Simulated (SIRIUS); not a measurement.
## Energy of Sn along an even scaling of the cell

System: Sn (1 atom in the cell).
Method: Kohn-Sham DFT of a periodic cell, PBE, dojo-sr-pbe-0.4.1-standard, no spin polarisation (SIRIUS 7.10.0).

The 7 runs differ only in the geometry, by an even scaling of the cell at fixed fractional positions. The structure derives from a Materials Project entry.

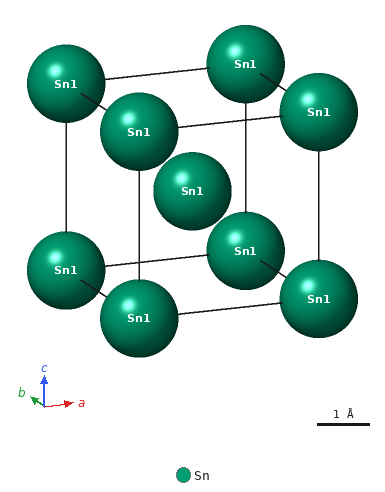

Figure 1. The structure of run 4 (spheres-only view of the cell 2 times as large as that of the calculation, set on its symmetry axes, seen slightly off an axis; atoms are numbered from 1 in the order of the input). An atom can appear more than once, as a periodic image.

**Input of run 4**
```
{
  "control": {
    "processing_unit": "cpu",
    "verbosity": 2,
    "num_bands_to_print": 14,
    "print_forces": true,
    "print_stress": true
  },
  "parameters": {
    "electronic_structure_method": "pseudopotential",
    "xc_functionals": ["XC_GGA_X_PBE", "XC_GGA_C_PBE"],
    "gk_cutoff": 8.5,
    "pw_cutoff": 17.0,
    "ngridk": [10, 10, 10],
    "shiftk": [0, 0, 0],
    "smearing": "fermi_dirac",
    "smearing_width": 0.0018374661,
    "num_bands": 14,
    "num_mag_dims": 0,
    "num_dft_iter": 100,
    "energy_tol": 1e-08,
    "density_tol": 1e-06
  },
  "iterative_solver": {
    "type": "davidson",
    "min_tolerance": 1e-09,
    "tolerance_scale": [0.1, 0.25]
  },
  "mixer": {
    "type": "anderson",
    "beta": 0.7,
    "max_history": 8
  },
  "settings": {
    "tol_ne": 1e-10,
    "pseudo_grid_cutoff": 6.5
  },
  "unit_cell": {
    "lattice_vectors": [
      [-0.57735026919, 0.57735026919, 0.57735026919],
      [0.57735026919, -0.57735026919, 0.57735026919],
      [0.57735026919, 0.57735026919, -0.57735026919]
    ],
    "lattice_vectors_scale": 6.201388015,
    "atom_coordinate_units": "lattice",
    "atom_types": ["Sn"],
    "atom_files": {
      "Sn": "Sn.json"
    },
    "atoms": {
      "Sn": [
        [0.0, 0.0, 0.0]
      ]
    }
  }
}
```

Command:
```bash
upf_to_json Sn.upf
OMP_NUM_THREADS=1 sirius.scf --input=sirius.json --output=out.json --task=0
```

Lattice vectors (Å) and fractional positions of run 4:
```
  -1.894652    1.894652    1.894652
   1.894652   -1.894652    1.894652
   1.894652    1.894652   -1.894652
Sn  0.000000  0.000000  0.000000
```

Run 2 has the same physical settings and fractional positions; its lattice vectors (Å) are:
```
  -1.869045    1.869045    1.869045
   1.869045   -1.869045    1.869045
   1.869045    1.869045   -1.869045
```

**Results, with one run withheld**

| run | volume per atom (Å³) | free energy per atom, from the lowest run given (meV) | pressure (GPa) |
| --- | --- | --- | --- |
| 1 | 25.573 | 24.38 | 4.11 |
| 2 | 26.117 | ? | ? |
| 3 | 26.661 | 4.94 | 1.69 |
| 4 | 27.205 | 0.87 | 0.69 |
| 5 | 27.749 | 0.00 | −0.20 |
| 6 | 28.293 | 2.00 | −1.00 |
| 7 | 28.837 | 6.58 | −1.72 |

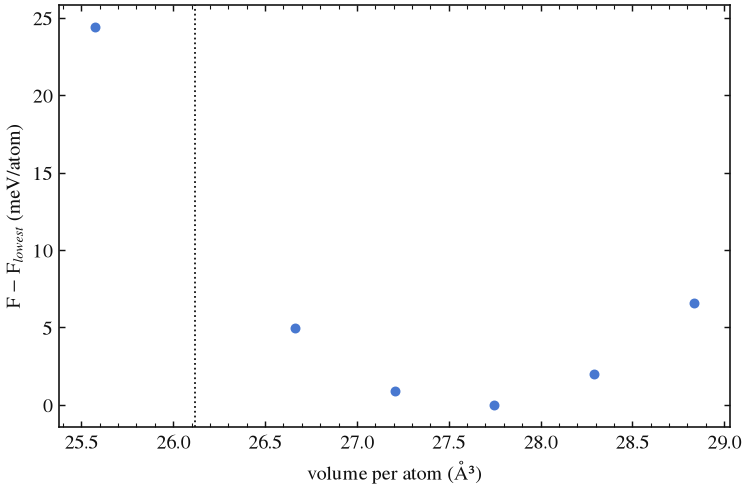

Figure 2. Free energy per atom of the runs given; the dotted line marks run 2.

Estimate the energy of run 2 from the others.

A cubic polynomial in V^(−2/3) (the Birch–Murnaghan form), fitted to the 6 runs given, misses them by at most 0.01 meV per atom. With x = V^(−2/3) − 0.11016 Å⁻², it reads F = 0.33142 + 1071.9 x + 7.187e+05 x² + 2.576e+06 x³ (meV per atom). At run 2 it gives 12.64 meV per atom, and the run itself gives 12.61. The slope of the fit gives a pressure −dF/dV of 2.84 GPa there, and the run prints 2.82 GPa. The fit has its minimum at 27.632 Å³ per atom, where V d²F/dV² gives 44 GPa: the bulk modulus at this level, since symmetry fixes the shape and the positions.

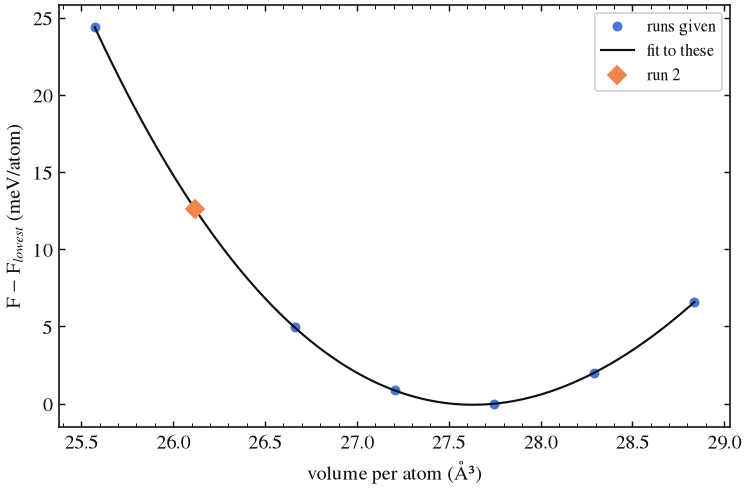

Figure 3. The fit and the withheld run.

**Some lines of the output (run 2)**
```
[...]
[find] Efermi                         :       0.43216103
[find] Total energy                   :     -78.80398089 (Ha),    -157.60796179 (Ry)
[find] Free energy (E-TS)             :     -78.80422462 (Ha),    -157.60844925 (Ry)
[find] Efermi                         :       0.43216963
[find] Total energy                   :     -78.80398094 (Ha),    -157.60796188 (Ry)
[find] Free energy (E-TS)             :     -78.80422467 (Ha),    -157.60844933 (Ry)
[find] Efermi                         :       0.43217187
[find] Total energy                   :     -78.80398096 (Ha),    -157.60796191 (Ry)
[find] Free energy (E-TS)             :     -78.80422468 (Ha),    -157.60844935 (Ry)
[find] Efermi                         :       0.43217292
[find] Total energy                   :     -78.80398096 (Ha),    -157.60796192 (Ry)
[find] Efermi                         :       0.43217281
[find] Efermi                         :       0.43217303
[find] Efermi                         :       0.43217302
```
